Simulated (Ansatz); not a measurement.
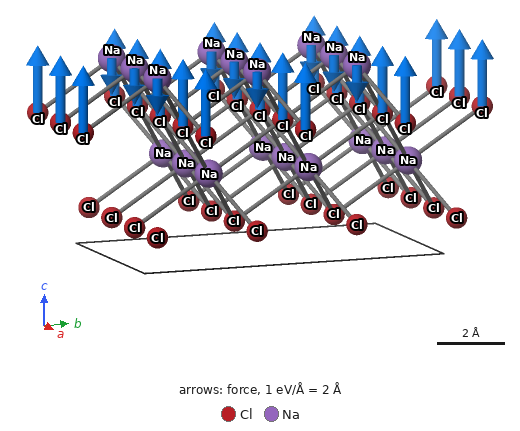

Starting geometry of a slab of composition NaCl (cut from the Fm-3m phase) with the computed forces as blue arrows. A ball-and-stick model of the cell of the calculation, outlined in the plane, without the vacuum (origin shifted), seen from a free direction.

Case: clean slab, lower planes held. The slab is the (1 1 1) face of NaCl. 18 atoms are held fixed.

Level of theory: Ansatz, DFT PBE+D3(BJ), scalar-relativistic, plane waves, PAW. Settings: plane-wave cutoff 420 eV; k-point mesh 2 × 2 × 1; occupations gaussian; smearing width 0.05 eV; no spin polarisation; dipole correction; atoms relaxed in a fixed cell; force threshold 0.03 eV/Å; at most 70 steps.

> Is this structure relaxed? If not, where do the atoms go?

It isn't relaxed: the largest force vector, on Cl atoms, is 1.02 eV/Å. The final displacements follow the starting forces only in part (cosine between the two patterns 0.73). The largest moves, 0.55 Å, are those of Cl atoms. By element the largest moves are Cl 0.55 Å, Na 0.14 Å. The cell stays as it was. Among the contacts that change: Cl–Na 2.788 → 3.138 Å, Cl–Na 2.788 → 2.574 Å. Bond angles that change, for instance: Na–Cl–Na 180.0° → 164.3°, Cl–Na–Cl 90.0° → 77.8°, Na–Cl–Na 90.0° → 77.8°. Over 4 geometry steps the energy falls by 2.028 eV per cell of the calculation. The largest force component goes from 1 to 0.0028 eV/Å.
